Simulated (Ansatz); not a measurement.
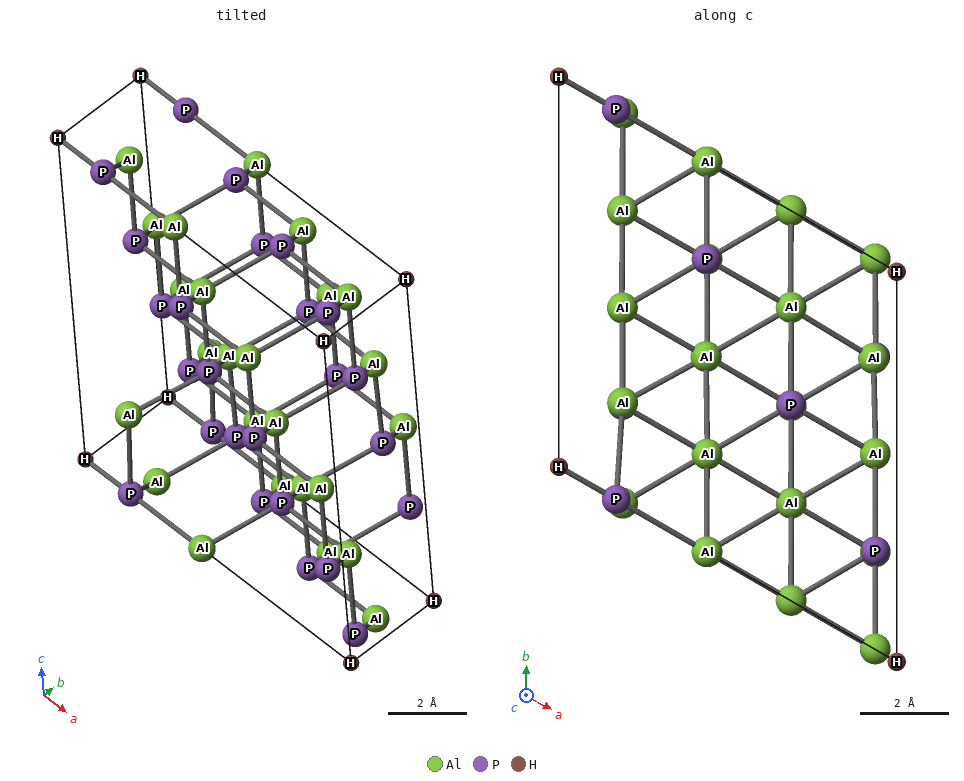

Ball-and-stick representation of a periodic structure, projected slightly off an axis and along the c axis. One simulation cell is framed, with atoms on its boundary repeated.

Al16P16H, a = 9.48 Å, b = 9.48 Å, c = 9.48 Å, α = 109.47°, β = 109.47°, γ = 109.47°.

Results below were computed with DFT PBEsol, scalar-relativistic, plane waves, PAW in Ansatz; the settings were wavefunction cutoff 420 eV, a 2×2×2 grid in reciprocal space, Gaussian smearing of 0.02 eV, collinear spins.

Is the electronic structure metallic or gapped?

Answer. A semiconductor at this level, with a gap of 0.29 eV on the k-mesh (the true edges may lie between mesh points, so the gap can be somewhat smaller).

The initial geometry was a structure listed in the Materials Project, repeated into a supercell with a point defect put in. The cell was then strained or its atoms displaced on purpose. The atoms were relaxed in a fixed cell with DFT PBEsol, scalar-relativistic, plane waves, PAW in Ansatz.
